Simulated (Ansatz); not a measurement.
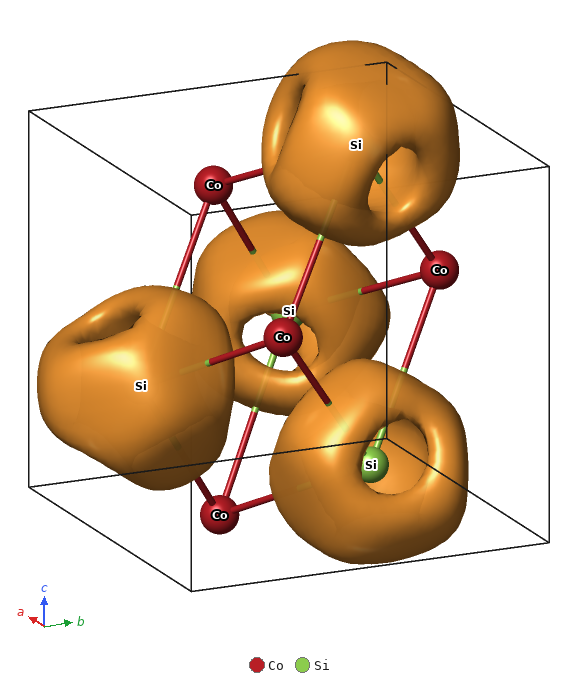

*CoSi. Isosurface of the ELF at 0.55 (orange), seen at an oblique angle. Core shells and regions of very low density are left out. Sticks mark near contacts.*

Space group P2₁2₁2₁; changed on purpose from its base cell (strain +0.015 along x and y, +0.000 along z, atoms carried along); computed pressure about −6 GPa in this cell; computed without spin polarisation.

All numbers below come from DFT PBE, scalar-relativistic, plane waves, PAW (Ansatz).

In a PAW calculation such maps are meaningful between the atoms, not at the nuclei.

Where are the electrons localised?

At this value the surface marks out four regions wrapped around Si (the valence shell of each), counted in one cell of 8 atoms. Regions shared between cells count once. Along the contacts the grid gives the following. Co–Si (2.34 Å): the ELF peaks at about 0.65 in the valence shell of Si, 0.9 Å from its nucleus, and is about 0.45 at the midpoint. Co–Si (2.44 Å): the ELF peaks at about 0.70 in the valence shell of Si, 0.9 Å from its nucleus, and is about 0.50 at the midpoint.
